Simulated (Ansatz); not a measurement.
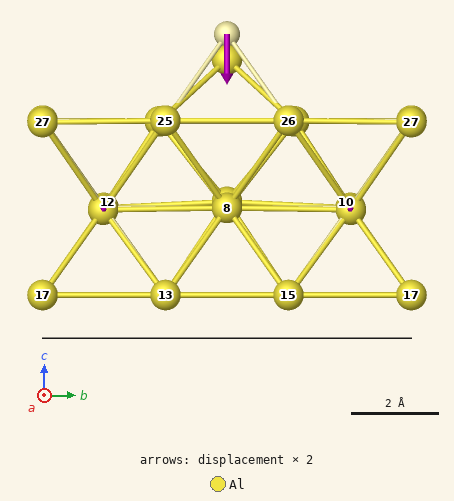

A constrained relaxation of a slab of composition Al (cut from the Fm-3m phase). The starting structure is drawn faded, the final one solid; purple arrows show the displacements, magnified 2 times.

The picture is a ball-and-stick view of the cell of the calculation, outlined in the plane, without the vacuum (origin shifted), seen along the a axis.

Case: island of 1 atoms. 9 atoms are held fixed.

Theory: Ansatz 0.2.0, DFT PBEsol, scalar-relativistic, plane waves, PAW. Settings: plane-wave cutoff 420 eV; k-point mesh 4 × 4 × 1; occupations gaussian; smearing width 0.1 eV; no spin polarisation; dipole correction; atoms relaxed in a fixed cell; force threshold 0.02 eV/Å; at most 45 steps.

What happened in the run?

The energy falls by 0.248 eV per cell of the calculation in 4 accepted moves (5 points after the start). Largest force component: 0.46 eV/Å at the start, 0.016 eV/Å at the end. The line search rejected the trial step at point 4 of the run. An Al atom moves most: 0.58 Å along the normal (−c). The cell stays as it was. Among the contacts that change: Al–Al 2.839 → 3.104 Å, Al–Al 2.839 → 2.619 Å, Al–Al 2.839 → 2.710 Å, Al–Al 2.839 → 2.943 Å. Bond angles that change, for instance: Al–Al–Al 90.0° → 113.9°, Al–Al–Al 60.0° → 72.7°. The run took 65 s on 4 threads of Intel(R) Xeon(R) Platinum 8488C (Sapphire Rapids), on a shared host, peak memory 2.1 GiB.
